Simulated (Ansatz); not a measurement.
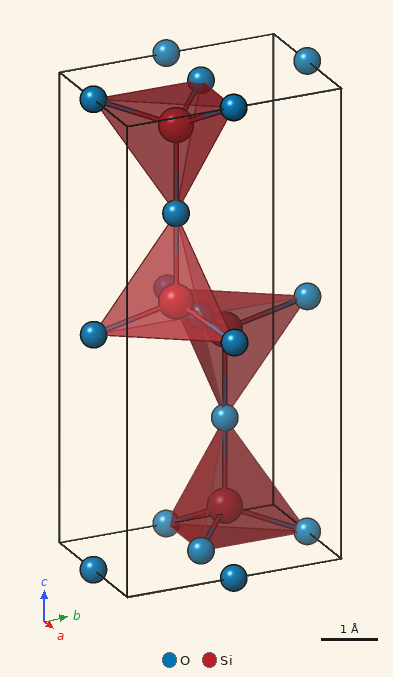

The figure gives a polyhedral picture of the atoms, viewed slightly off an axis. The parallelepiped is the unit cell.

SiO2, a = 5.31 Å, b = 5.31 Å, c = 8.67 Å, α = 90.00°, β = 90.00°, γ = 120.00°.

Level of theory and settings: DFT PBE, scalar-relativistic, plane waves, PAW (Ansatz), wavefunction cutoff 420 eV, k-point mesh 6×6×4, Gaussian smearing of 0.02 eV, no spin polarisation.

Question: What does the calculation say: metal or gapped?

Answer: An insulator at this level, with a gap of 5.27 eV.

Question: Would the cell expand or shrink if it could?

Answer: The computed pressure is -3.0 GPa (stretched: it would shrink).

Origin of the cell: a structure listed in the Materials Project. Earlier steps of the study, as a rule a relaxation of our own, may have changed the cell and positions, so they can lie some per cent off the listed ones. A calculation with Ansatz used it as input.
